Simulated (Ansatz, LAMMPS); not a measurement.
## Neighbourhoods of single atoms in glassy 68SiO2-14MgO-11ZnO-7BaO (mol %) (75 atoms)

Density of this cell: 2.67 g/cm³. The cell holds 75 atoms: 19 Si, 4 Mg, 3 Zn, 2 Ba and 47 O. Cell: a = 10.485 Å, b = 10.485 Å, c = 10.485 Å, α = 90.0°, β = 90.0°, γ = 90.0°. The starting structure: 75 atoms (19 Si, 4 Mg, 3 Zn, 2 Ba, 47 O) placed at random at 2.67 g/cm³, melted at 4000 K for 10 ps at fixed volume with the Morse and Coulomb pair potential with partial charges (Pedone, Malavasi, Menziani, Cormack and Segre, J. Phys. Chem. B 110, 11780 (2006)). Quenched from 4000 K to 300 K at 25 K/ps and fixed volume, held 5 ps, then minimised at fixed cell.

Computed with Ansatz 0.2.0: Kohn-Sham DFT, PBE, PAW (set soft_2), plane waves; cutoff 420 eV, Γ point, fixed occupations. Geometry: the last frame of 200 fs of DFT dynamics near 386 K.

The whole cell was solved; only parts of it are printed.

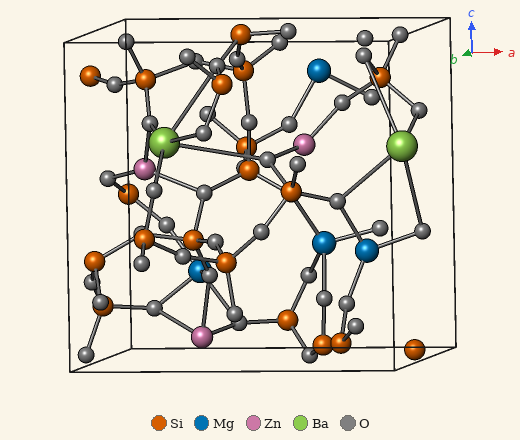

The whole cell (silicon orange, magnesium blue, zinc pink, barium green, oxygen grey). Bonds to atoms that aren't drawn are left out.

The surroundings of Si2, which bears the longest force, nearest first, numbered as they follow in the input and with coordinates relative to it.

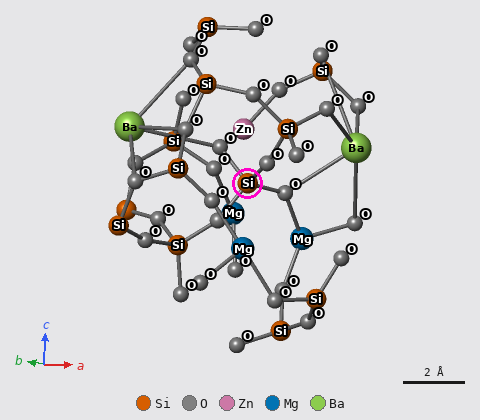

The atoms of the table, within 5.5 Å (arrows a, b, c point along x, y, z); some may hide others; the central atom is ringed.

| atom | x | y | z | distance (Å) | bonds | Löwdin charge (e) | Fx | Fy | Fz (eV/Å) |
| --- | --- | --- | --- | --- | --- | --- | --- | --- | --- |
| Si2 | 0.00 | 0.00 | 0.00 | 0.00 | 4 | 1.66 | 0.40 | 1.14 | 3.44 |
| O39 | 1.54 | 0.29 | -0.30 | 1.60 | 3 | -1.06 | 0.94 | 0.22 | -0.61 |
| O70 | -0.98 | 0.09 | -1.27 | 1.61 | 2 | -0.80 | -0.17 | -0.86 | -1.53 |
| O50 | -0.06 | -1.48 | 0.77 | 1.67 | 2 | -0.81 | 0.24 | 0.16 | -0.50 |
| O48 | -0.52 | 1.17 | 1.10 | 1.69 | 2 | -1.00 | 0.30 | -0.45 | -0.56 |
| Zn24 | 0.89 | 2.35 | 1.66 | 3.01 | 4 | 1.47 | -0.42 | -0.41 | -0.58 |
| Si3 | -1.96 | 0.97 | -2.18 | 3.09 | 4 | 1.79 | -1.69 | 0.48 | -0.51 |
| Si6 | 0.09 | -2.56 | 1.99 | 3.24 | 4 | 1.72 | -0.82 | -0.85 | -1.94 |
| Mg20 | 2.59 | 0.97 | -1.82 | 3.32 | 3 | 1.66 | -0.52 | -0.23 | -0.29 |
| O55 | -2.02 | 2.44 | -1.42 | 3.47 | 2 | -0.79 | -0.03 | -0.74 | -0.51 |
| O63 | -2.52 | -2.52 | -0.48 | 3.60 | 2 | -1.02 | 0.52 | -0.34 | -0.20 |
| O57 | -3.04 | -1.29 | 1.78 | 3.76 | 3 | -0.86 | -0.02 | 0.65 | 1.30 |
| Ba27 | 3.41 | -1.04 | 1.36 | 3.81 | 6 | 1.85 | -0.50 | -0.44 | -0.40 |
| O29 | -1.07 | -2.20 | 3.07 | 3.92 | 2 | -0.80 | -0.03 | -0.77 | 1.34 |
| O53 | 1.49 | -2.56 | 2.70 | 4.00 | 3 | -1.03 | 0.92 | 0.00 | 0.42 |
| Mg21 | -1.58 | -3.13 | -1.99 | 4.03 | 4 | 1.65 | -0.16 | -0.48 | 0.38 |
| O68 | -3.48 | 0.34 | -2.02 | 4.04 | 2 | -0.80 | 0.05 | 0.11 | -0.07 |
| O43 | 1.85 | 0.67 | -3.53 | 4.04 | 2 | -1.03 | 0.17 | 0.91 | 0.52 |
| O41 | -0.27 | -4.06 | 1.22 | 4.25 | 2 | -0.80 | -0.12 | 1.32 | 0.94 |
| O71 | 0.80 | 4.19 | 0.22 | 4.27 | 3 | -0.99 | -0.17 | -0.35 | 0.16 |
| O33 | -1.70 | 1.05 | -3.81 | 4.30 | 2 | -0.78 | -0.62 | 0.25 | 0.72 |
| Si5 | -3.68 | -2.19 | 0.53 | 4.31 | 4 | 1.63 | 1.24 | -0.66 | -0.53 |
| Ba28 | -3.83 | 1.30 | 1.67 | 4.37 | 5 | 1.86 | 0.14 | 0.61 | 0.04 |
| Si9 | -2.46 | -1.46 | 3.32 | 4.38 | 4 | 1.75 | -0.34 | 2.25 | -0.59 |
| O30 | 2.16 | 2.41 | 2.99 | 4.41 | 2 | -0.97 | 0.19 | -0.08 | 0.51 |
| O59 | 4.33 | 0.61 | -1.23 | 4.55 | 3 | -1.04 | 2.21 | -1.25 | -0.52 |
| O37 | 1.83 | -3.60 | -2.17 | 4.58 | 2 | -0.96 | -0.40 | 0.51 | 0.44 |
| O74 | -2.30 | 0.12 | 4.02 | 4.63 | 3 | -0.81 | -0.64 | -1.45 | -0.83 |
| O69 | -4.62 | -0.96 | -0.01 | 4.71 | 4 | -0.88 | -0.55 | 0.25 | 1.06 |
| O46 | -0.55 | 4.07 | 2.50 | 4.80 | 3 | -0.82 | 0.10 | -0.29 | 1.01 |
| Si14 | -2.43 | 3.98 | -1.25 | 4.83 | 4 | 1.69 | 0.54 | 1.69 | -0.92 |
| O61 | -1.95 | 4.51 | 0.29 | 4.92 | 3 | -0.84 | 0.56 | 0.27 | 0.70 |
| Si4 | 1.20 | -3.18 | -3.57 | 4.93 | 4 | 1.63 | 0.31 | 0.44 | 0.41 |
| O49 | 2.43 | 0.03 | 4.32 | 4.95 | 2 | -0.84 | 0.55 | 0.03 | -0.70 |
| Si1 | -0.43 | 4.83 | 1.03 | 4.95 | 4 | 1.67 | 0.08 | 0.22 | -0.61 |
| O66 | -0.40 | -3.36 | -3.66 | 4.98 | 3 | -1.05 | -0.88 | 0.98 | 0.81 |
| O40 | 1.68 | -1.71 | -4.41 | 5.02 | 3 | -0.88 | -0.22 | -1.95 | -0.01 |
| Si18 | 1.49 | -0.11 | -4.84 | 5.06 | 4 | 1.71 | 0.91 | -0.11 | 1.68 |
| Si12 | -4.85 | -0.40 | -1.52 | 5.10 | 4 | 1.69 | -2.05 | 1.15 | -0.77 |
| O38 | 0.02 | 0.12 | 5.11 | 5.11 | 2 | -0.81 | -0.76 | -0.24 | -0.84 |
| Si13 | 3.21 | 1.43 | 3.72 | 5.12 | 4 | 1.65 | 0.39 | -1.13 | -1.26 |
| O72 | -1.22 | 2.37 | 4.39 | 5.14 | 2 | -0.80 | -0.48 | 0.61 | -0.30 |
| O75 | 4.35 | 0.91 | 2.63 | 5.16 | 3 | -1.07 | -0.27 | 0.16 | 0.45 |
| Si16 | -1.35 | 0.93 | 5.07 | 5.33 | 4 | 1.80 | 0.55 | -0.96 | 0.96 |
| O38 | 0.02 | 0.12 | -5.38 | 5.38 | 2 | -0.81 | -0.76 | -0.24 | -0.84 |
| O42 | -3.09 | -3.17 | -3.17 | 5.45 | 3 | -1.04 | -0.47 | -0.58 | -1.01 |
| Mg23 | 1.98 | 4.96 | -1.29 | 5.49 | 4 | 1.65 | -1.02 | 0.60 | -0.86 |
| O44 | 1.80 | 4.18 | -3.11 | 5.52 | 2 | -0.99 | -0.39 | -0.91 | 2.11 |

The column of bonds counts only the pairs O-Si within 2.12 Å, O-Mg within 2.48 Å, O-Zn within 2.50 Å, O-Ba within 3.29 Å; other neighbours, such as metal atoms beside each other in a compound, aren't counted, and periodic images can show an atom twice.

A closer look about Ba28, one of the 2 Ba atoms: 22 atoms, nearest first, numbered in the order of the input, with positions taken from that point.

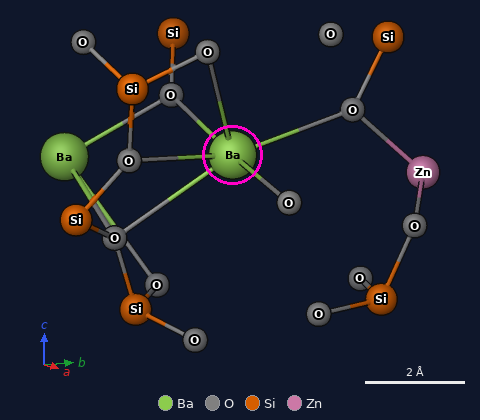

The atoms of the table, within 4.2 Å (arrows a, b, c point along x, y, z); some may hide others; the central atom is ringed.

| atom | x | y | z | distance (Å) | bonds | Löwdin charge (e) | Fx | Fy | Fz (eV/Å) |
| --- | --- | --- | --- | --- | --- | --- | --- | --- | --- |
| Ba28 | 0.00 | 0.00 | 0.00 | 0.00 | 5 | 1.86 | 0.14 | 0.61 | 0.04 |
| O75 | -2.31 | -0.38 | 0.96 | 2.53 | 3 | -1.07 | -0.27 | 0.16 | 0.45 |
| O57 | 0.78 | -2.59 | 0.11 | 2.71 | 3 | -0.86 | -0.02 | 0.65 | 1.30 |
| O31 | 0.05 | 2.61 | 0.80 | 2.73 | 3 | -0.97 | 0.49 | 1.12 | 0.33 |
| O69 | -0.79 | -2.26 | -1.68 | 2.92 | 4 | -0.88 | -0.55 | 0.25 | 1.06 |
| O74 | 1.53 | -1.18 | 2.35 | 3.04 | 3 | -0.81 | -0.64 | -1.45 | -0.83 |
| O48 | 3.30 | -0.13 | -0.56 | 3.36 | 2 | -1.00 | 0.30 | -0.45 | -0.56 |
| Si9 | 1.37 | -2.76 | 1.65 | 3.50 | 4 | 1.75 | -0.34 | 2.25 | -0.59 |
| Si5 | 0.15 | -3.49 | -1.13 | 3.67 | 4 | 1.63 | 1.24 | -0.66 | -0.53 |
| O55 | 1.81 | 1.14 | -3.08 | 3.75 | 2 | -0.79 | -0.03 | -0.74 | -0.51 |
| Si12 | -1.02 | -1.70 | -3.19 | 3.76 | 4 | 1.69 | -2.05 | 1.15 | -0.77 |
| O59 | -2.32 | -0.69 | -2.90 | 3.78 | 3 | -1.04 | 2.21 | -1.25 | -0.52 |
| O68 | 0.35 | -0.96 | -3.69 | 3.83 | 2 | -0.80 | 0.05 | 0.11 | -0.07 |
| O72 | 2.61 | 1.07 | 2.72 | 3.92 | 2 | -0.80 | -0.48 | 0.61 | -0.30 |
| O32 | -0.23 | 2.90 | -2.69 | 3.96 | 3 | -0.83 | -1.01 | -0.55 | -0.16 |
| O61 | 1.88 | 3.21 | -1.37 | 3.97 | 3 | -0.84 | 0.56 | 0.27 | 0.70 |
| Si13 | -3.44 | 0.13 | 2.05 | 4.01 | 4 | 1.65 | 0.39 | -1.13 | -1.26 |
| Ba27 | -3.25 | -2.34 | -0.31 | 4.01 | 6 | 1.85 | -0.50 | -0.44 | -0.40 |
| Si11 | 0.08 | 3.37 | 2.25 | 4.06 | 4 | 1.68 | 0.38 | -2.46 | 0.34 |
| Zn26 | 0.14 | 4.11 | -0.54 | 4.15 | 4 | 1.49 | -0.27 | -1.00 | -0.27 |
| O45 | 0.16 | -3.34 | 2.49 | 4.17 | 2 | -0.79 | 0.63 | -0.19 | 0.12 |
| Si14 | 1.39 | 2.68 | -2.91 | 4.20 | 4 | 1.69 | 0.54 | 1.69 | -0.92 |

The column of bonds counts only the pairs O-Si within 2.12 Å, O-Mg within 2.48 Å, O-Zn within 2.50 Å, O-Ba within 3.29 Å; other neighbours, such as metal atoms beside each other in a compound, aren't counted, and periodic images can show an atom twice.

Local excerpt of 48 atoms (numbers count through the whole input) about O75, whose charge lies farthest from its element's mean; x, y, z are measured from there.

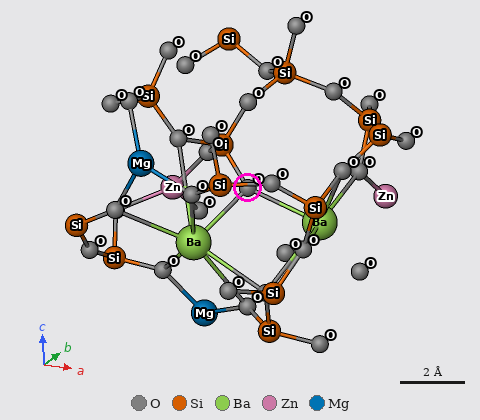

The atoms of the table, within 5.6 Å (arrows a, b, c point along x, y, z); some may hide others; the central atom is ringed.

| atom | x | y | z | distance (Å) | bonds | Löwdin charge (e) | Fx | Fy | Fz (eV/Å) |
| --- | --- | --- | --- | --- | --- | --- | --- | --- | --- |
| O75 | 0.00 | 0.00 | 0.00 | 0.00 | 3 | -1.07 | -0.27 | 0.16 | 0.45 |
| Si13 | -1.14 | 0.51 | 1.09 | 1.66 | 4 | 1.65 | 0.39 | -1.13 | -1.26 |
| Ba27 | -0.94 | -1.95 | -1.27 | 2.51 | 6 | 1.85 | -0.50 | -0.44 | -0.40 |
| Ba28 | 2.31 | 0.38 | -0.96 | 2.53 | 5 | 1.86 | 0.14 | 0.61 | 0.04 |
| O30 | -2.19 | 1.49 | 0.37 | 2.68 | 2 | -0.97 | 0.19 | -0.08 | 0.51 |
| O52 | -0.39 | 0.96 | 2.48 | 2.69 | 2 | -0.77 | 1.08 | 1.09 | 0.71 |
| O49 | -1.92 | -0.88 | 1.69 | 2.70 | 2 | -0.84 | 0.55 | 0.03 | -0.70 |
| O34 | -0.16 | -3.38 | 0.93 | 3.51 | 3 | -1.03 | -0.67 | 0.33 | -1.18 |
| O69 | 1.52 | -1.87 | -2.64 | 3.58 | 4 | -0.88 | -0.55 | 0.25 | 1.06 |
| O31 | 2.36 | 3.00 | -0.16 | 3.81 | 3 | -0.97 | 0.49 | 1.12 | 0.33 |
| Zn24 | -3.46 | 1.43 | -0.97 | 3.86 | 4 | 1.47 | -0.42 | -0.41 | -0.58 |
| O59 | -0.02 | -0.30 | -3.86 | 3.87 | 3 | -1.04 | 2.21 | -1.25 | -0.52 |
| Si15 | 0.18 | 2.39 | 3.04 | 3.88 | 4 | 1.76 | -1.48 | 1.78 | -0.40 |
| O57 | 3.09 | -2.20 | -0.85 | 3.89 | 3 | -0.86 | -0.02 | 0.65 | 1.30 |
| O39 | -2.81 | -0.62 | -2.92 | 4.10 | 3 | -1.06 | 0.94 | 0.22 | -0.61 |
| O60 | 1.62 | 2.90 | 2.44 | 4.12 | 2 | -0.80 | 0.71 | -0.46 | -0.91 |
| O45 | 2.47 | -2.95 | 1.53 | 4.14 | 2 | -0.79 | 0.63 | -0.19 | 0.12 |
| O74 | 3.84 | -0.79 | 1.39 | 4.16 | 3 | -0.81 | -0.64 | -1.45 | -0.83 |
| Si18 | -2.86 | -1.02 | 3.02 | 4.28 | 4 | 1.71 | 0.91 | -0.11 | 1.68 |
| Mg22 | -1.87 | -3.48 | 1.78 | 4.33 | 4 | 1.67 | -0.33 | -0.44 | -0.22 |
| Si7 | 1.15 | -3.89 | 1.61 | 4.36 | 4 | 1.74 | -0.04 | 0.87 | 2.80 |
| Si9 | 3.68 | -2.38 | 0.69 | 4.43 | 4 | 1.75 | -0.34 | 2.25 | -0.59 |
| O62 | -1.04 | 3.48 | 2.55 | 4.44 | 2 | -0.80 | 0.37 | -0.87 | 0.63 |
| Si5 | 2.46 | -3.10 | -2.10 | 4.48 | 4 | 1.63 | 1.24 | -0.66 | -0.53 |
| O53 | -2.86 | -3.47 | 0.07 | 4.50 | 3 | -1.03 | 0.92 | 0.00 | 0.42 |
| Si12 | 1.28 | -1.31 | -4.15 | 4.54 | 4 | 1.69 | -2.05 | 1.15 | -0.77 |
| Si11 | 2.39 | 3.76 | 1.29 | 4.63 | 4 | 1.68 | 0.38 | -2.46 | 0.34 |
| Mg20 | -1.75 | 0.06 | -4.45 | 4.78 | 3 | 1.66 | -0.52 | -0.23 | -0.29 |
| O64 | 1.56 | -4.39 | -1.69 | 4.95 | 2 | -0.94 | 0.02 | 0.42 | 0.50 |
| O58 | -0.66 | 3.49 | -3.49 | 4.99 | 2 | -1.00 | 2.11 | -0.81 | -0.52 |
| O43 | -2.50 | -0.24 | 4.33 | 5.00 | 2 | -1.03 | 0.17 | 0.91 | 0.52 |
| O38 | -4.33 | -0.79 | 2.48 | 5.06 | 2 | -0.81 | -0.76 | -0.24 | -0.84 |
| O65 | 0.85 | -3.84 | 3.23 | 5.09 | 2 | -0.83 | -0.56 | -0.68 | 0.18 |
| O40 | -2.67 | -2.63 | 3.44 | 5.09 | 3 | -0.88 | -0.22 | -1.95 | -0.01 |
| O48 | -4.87 | 0.26 | -1.53 | 5.11 | 2 | -1.00 | 0.30 | -0.45 | -0.56 |
| Si2 | -4.35 | -0.91 | -2.63 | 5.16 | 4 | 1.66 | 0.40 | 1.14 | 3.44 |
| O67 | 0.57 | 2.55 | 4.61 | 5.30 | 2 | -0.79 | -0.40 | -0.35 | 1.49 |
| O32 | 2.08 | 3.28 | -3.65 | 5.33 | 3 | -0.83 | -1.01 | -0.55 | -0.16 |
| Zn26 | 2.44 | 4.50 | -1.50 | 5.34 | 4 | 1.49 | -0.27 | -1.00 | -0.27 |
| O50 | -4.41 | -2.40 | -1.86 | 5.36 | 2 | -0.81 | 0.24 | 0.16 | -0.50 |
| Si16 | 4.78 | 0.02 | 2.44 | 5.37 | 4 | 1.80 | 0.55 | -0.96 | 0.96 |
| O68 | 2.66 | -0.58 | -4.65 | 5.39 | 2 | -0.80 | 0.05 | 0.11 | -0.07 |
| O71 | -3.55 | 3.28 | -2.41 | 5.40 | 3 | -0.99 | -0.17 | -0.35 | 0.16 |
| O72 | 4.92 | 1.46 | 1.76 | 5.42 | 2 | -0.80 | -0.48 | 0.61 | -0.30 |
| Si6 | -4.26 | -3.48 | -0.64 | 5.53 | 4 | 1.72 | -0.82 | -0.85 | -1.94 |
| O36 | 1.65 | 5.14 | 1.23 | 5.54 | 2 | -0.80 | 0.21 | 0.18 | -0.91 |
| O47 | -3.83 | 3.27 | 2.42 | 5.59 | 2 | -0.78 | -0.16 | 0.07 | -0.30 |
| Si19 | -2.52 | 3.77 | 3.30 | 5.61 | 4 | 1.72 | 1.41 | -0.94 | -1.65 |

The column of bonds counts only the pairs O-Si within 2.12 Å, O-Mg within 2.48 Å, O-Zn within 2.50 Å, O-Ba within 3.29 Å; other neighbours, such as metal atoms beside each other in a compound, aren't counted, and periodic images can show an atom twice.

A closer look about O55, picked at random: 46 atoms, nearest first, numbered in the order of the input, with positions taken from that point.

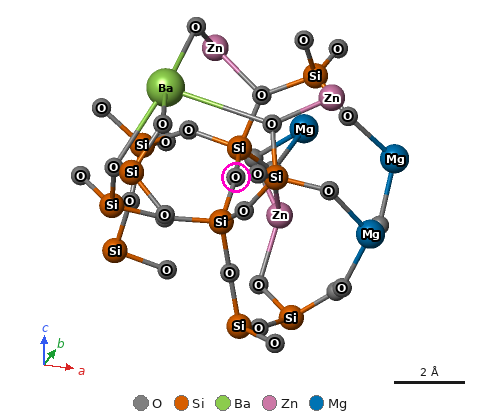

The atoms of the table, within 5.3 Å (arrows a, b, c point along x, y, z); some may hide others; the central atom is ringed.

| atom | x | y | z | distance (Å) | bonds | Löwdin charge (e) | Fx | Fy | Fz (eV/Å) |
| --- | --- | --- | --- | --- | --- | --- | --- | --- | --- |
| O55 | 0.00 | 0.00 | 0.00 | 0.00 | 2 | -0.79 | -0.03 | -0.74 | -0.51 |
| Si14 | -0.42 | 1.55 | 0.17 | 1.61 | 4 | 1.69 | 0.54 | 1.69 | -0.92 |
| Si3 | 0.06 | -1.46 | -0.76 | 1.65 | 4 | 1.79 | -1.69 | 0.48 | -0.51 |
| O70 | 1.04 | -2.34 | 0.15 | 2.57 | 2 | -0.80 | -0.17 | -0.86 | -1.53 |
| O68 | -1.46 | -2.10 | -0.60 | 2.63 | 2 | -0.80 | 0.05 | 0.11 | -0.07 |
| O61 | 0.07 | 2.07 | 1.71 | 2.69 | 3 | -0.84 | 0.56 | 0.27 | 0.70 |
| O73 | 0.28 | 2.55 | -0.88 | 2.71 | 3 | -0.99 | -0.17 | 0.29 | -0.33 |
| O32 | -2.04 | 1.76 | 0.39 | 2.72 | 3 | -0.83 | -1.01 | -0.55 | -0.16 |
| O33 | 0.32 | -1.39 | -2.39 | 2.78 | 2 | -0.78 | -0.62 | 0.25 | 0.72 |
| O48 | 1.49 | -1.26 | 2.52 | 3.19 | 2 | -1.00 | 0.30 | -0.45 | -0.56 |
| Si2 | 2.02 | -2.44 | 1.42 | 3.47 | 4 | 1.66 | 0.40 | 1.14 | 3.44 |
| O71 | 2.81 | 1.76 | 1.63 | 3.70 | 3 | -0.99 | -0.17 | -0.35 | 0.16 |
| Ba28 | -1.81 | -1.14 | 3.08 | 3.75 | 5 | 1.86 | 0.14 | 0.61 | 0.04 |
| Si1 | 1.59 | 2.39 | 2.45 | 3.77 | 4 | 1.67 | 0.08 | 0.22 | -0.61 |
| Si12 | -2.84 | -2.83 | -0.11 | 4.01 | 4 | 1.69 | -2.05 | 1.15 | -0.77 |
| Si17 | -3.53 | 2.01 | -0.46 | 4.09 | 4 | 1.68 | -0.03 | 1.29 | 0.06 |
| O67 | -3.55 | 1.03 | -1.83 | 4.12 | 2 | -0.79 | -0.40 | -0.35 | 1.49 |
| Zn24 | 2.91 | -0.09 | 3.08 | 4.24 | 4 | 1.47 | -0.42 | -0.41 | -0.58 |
| Zn26 | -1.67 | 2.98 | 2.54 | 4.26 | 4 | 1.49 | -0.27 | -1.00 | -0.27 |
| O39 | 3.56 | -2.14 | 1.12 | 4.31 | 3 | -1.06 | 0.94 | 0.22 | -0.61 |
| Si16 | 0.66 | -1.50 | -4.00 | 4.32 | 4 | 1.80 | 0.55 | -0.96 | 0.96 |
| Zn25 | 0.19 | 3.53 | -2.77 | 4.49 | 4 | 1.48 | -0.70 | -0.36 | 0.69 |
| O46 | 1.47 | 1.63 | 3.91 | 4.49 | 3 | -0.82 | 0.10 | -0.29 | 1.01 |
| O69 | -2.60 | -3.40 | 1.41 | 4.50 | 4 | -0.88 | -0.55 | 0.25 | 1.06 |
| O31 | -1.76 | 1.47 | 3.88 | 4.51 | 3 | -0.97 | 0.49 | 1.12 | 0.33 |
| O59 | -4.14 | -1.83 | 0.18 | 4.53 | 3 | -1.04 | 2.21 | -1.25 | -0.52 |
| O44 | 3.82 | 1.75 | -1.69 | 4.53 | 2 | -0.99 | -0.39 | -0.91 | 2.11 |
| Mg23 | 3.99 | 2.53 | 0.13 | 4.73 | 4 | 1.65 | -1.02 | 0.60 | -0.86 |
| O72 | 0.80 | -0.06 | -4.68 | 4.74 | 2 | -0.80 | -0.48 | 0.61 | -0.30 |
| O43 | 3.87 | -1.76 | -2.11 | 4.75 | 2 | -1.03 | 0.17 | 0.91 | 0.52 |
| Mg20 | 4.61 | -1.47 | -0.40 | 4.86 | 3 | 1.66 | -0.52 | -0.23 | -0.29 |
| O50 | 1.95 | -3.92 | 2.18 | 4.89 | 2 | -0.81 | 0.24 | 0.16 | -0.50 |
| O60 | -2.50 | 1.38 | -4.00 | 4.91 | 2 | -0.80 | 0.71 | -0.46 | -0.91 |
| Mg21 | 0.43 | 4.92 | -0.57 | 4.97 | 4 | 1.65 | -0.16 | -0.48 | 0.38 |
| O35 | -3.32 | 3.58 | -1.01 | 4.99 | 2 | -0.80 | -0.24 | -0.57 | 0.16 |
| O38 | 2.03 | -2.32 | -3.96 | 5.02 | 2 | -0.81 | -0.76 | -0.24 | -0.84 |
| O57 | -1.03 | -3.73 | 3.20 | 5.02 | 3 | -0.86 | -0.02 | 0.65 | 1.30 |
| O47 | 2.53 | 1.75 | -4.02 | 5.06 | 2 | -0.78 | -0.16 | 0.07 | -0.30 |
| O63 | -0.51 | -4.96 | 0.94 | 5.07 | 2 | -1.02 | 0.52 | -0.34 | -0.20 |
| O41 | 1.75 | 3.99 | 2.63 | 5.09 | 2 | -0.80 | -0.12 | 1.32 | 0.94 |
| O56 | -0.06 | 2.47 | -4.56 | 5.18 | 3 | -0.83 | -0.49 | -0.19 | 0.10 |
| O58 | -4.78 | 1.97 | 0.55 | 5.20 | 2 | -1.00 | 2.11 | -0.81 | -0.52 |
| Si15 | -3.94 | 0.87 | -3.40 | 5.28 | 4 | 1.76 | -1.48 | 1.78 | -0.40 |
| Si5 | -1.66 | -4.63 | 1.95 | 5.29 | 4 | 1.63 | 1.24 | -0.66 | -0.53 |
| O42 | -1.08 | 4.88 | -1.75 | 5.30 | 3 | -1.04 | -0.47 | -0.58 | -1.01 |
| Si10 | 1.28 | 1.44 | -4.93 | 5.30 | 4 | 1.75 | -0.48 | 0.49 | -0.79 |

The column of bonds counts only the pairs O-Si within 2.12 Å, O-Mg within 2.48 Å, O-Zn within 2.50 Å, O-Ba within 3.29 Å; other neighbours, such as metal atoms beside each other in a compound, aren't counted, and periodic images can show an atom twice.

Length of the force by element:

| element | coordination | atoms | mean length of the force (eV/Å) | spread | least | most |
| --- | --- | --- | --- | --- | --- | --- |
| Ba | all | 2 | 0.701 | 0.0766 | 0.625 | 0.778 |
| Mg | all | 4 | 0.833 | 0.364 | 0.594 | 1.46 |
| O | all | 47 | 1.15 | 0.571 | 0.141 | 2.59 |
| Si | all | 19 | 1.95 | 0.730 | 0.649 | 3.65 |
| Zn | all | 3 | 0.979 | 0.112 | 0.821 | 1.07 |

Löwdin charges by element (they lack the spilled electrons, 0.073 e an atom on average):

| element | coordination | atoms | mean charge (e) | spread | least | most |
| --- | --- | --- | --- | --- | --- | --- |
| Ba | all | 2 | 1.86 | 0.0025 | 1.85 | 1.86 |
| Mg | all | 4 | 1.66 | 0.0093 | 1.65 | 1.67 |
| O | all | 47 | -0.889 | 0.100 | -1.07 | -0.771 |
| Si | all | 19 | 1.71 | 0.0482 | 1.63 | 1.80 |
| Zn | all | 3 | 1.48 | 0.0052 | 1.47 | 1.49 |

The quench rate of 25 K/ps is many orders above laboratory rates, so the cell is likely richer in defects and strain than a real sample. The network of bonds at the start is that of the classical potential that made the cell, and needn't be the one that DFT or experiment would give. Only the Γ point is sampled, in a cell whose shortest periodic width is 10 Å. The Löwdin charges lack the electrons that the projection spills, 0.073 e an atom on average.

[Hosts, paths, dates, database ids (printed as entryN), source tags and the programs' standing remarks are cut or masked in the printed files.]
